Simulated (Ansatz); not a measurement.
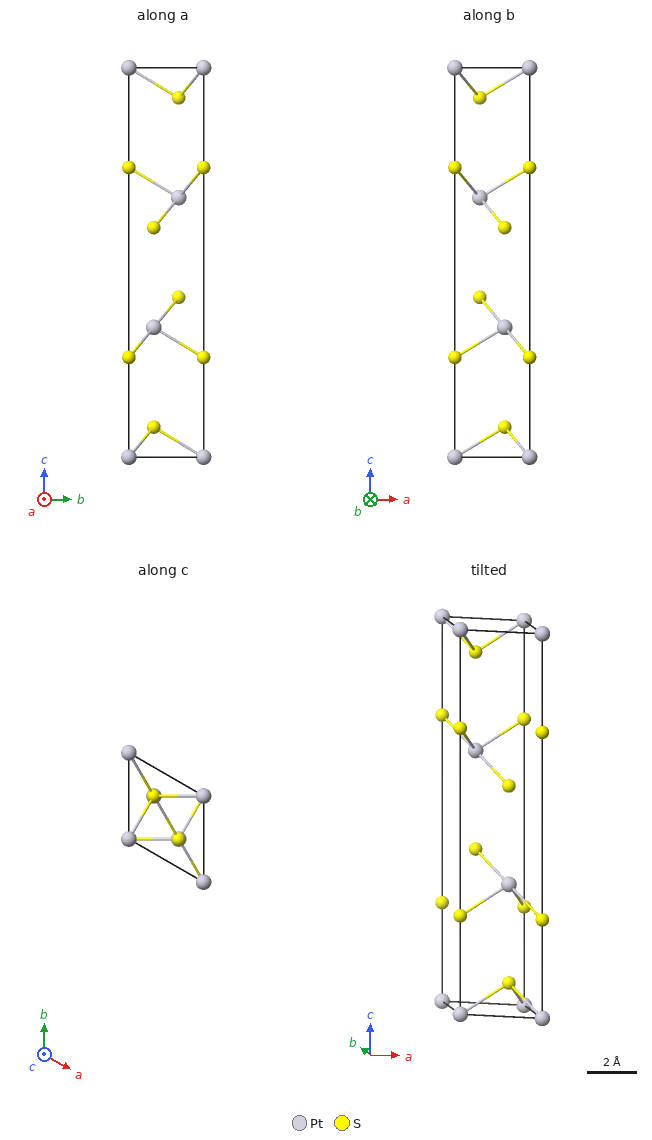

View along the a axis, along the b axis, along the c axis and slightly off an axis, drawn as a ball-and-stick model. The parallelepiped is the conventional unit cell.

Lattice parameters: a = 3.5435 Å, b = 3.5435 Å, c = 16.0086 Å, α = 90.000°, β = 90.000°, γ = 120.000°.

> From the views, write a CIF with its space group and independent sites, with free fractional coordinates to two decimals.

```cif
data_structure
_symmetry_space_group_name_H-M 'R -3 m :H'
_symmetry_Int_Tables_number 166
_cell_length_a 3.5435
_cell_length_b 3.5435
_cell_length_c 16.0086
_cell_angle_alpha 90.000
_cell_angle_beta 90.000
_cell_angle_gamma 120.000
_cell_volume 174.08
loop_
_atom_site_label
_atom_site_type_symbol
_atom_site_symmetry_multiplicity
_atom_site_Wyckoff_symbol
_atom_site_fract_x
_atom_site_fract_y
_atom_site_fract_z
_atom_site_occupancy
Pt1 Pt 3 a 0.00 0.00 0.00 1
S1 S 6 c 0.6667 0.3333 0.08 1
```

The structure was taken from a structure type filled with these elements by a generator (whether the compound takes this form wasn't checked). Earlier steps of the study may have refined or changed the cell and positions. An electronic-structure calculation with Ansatz was run on it.
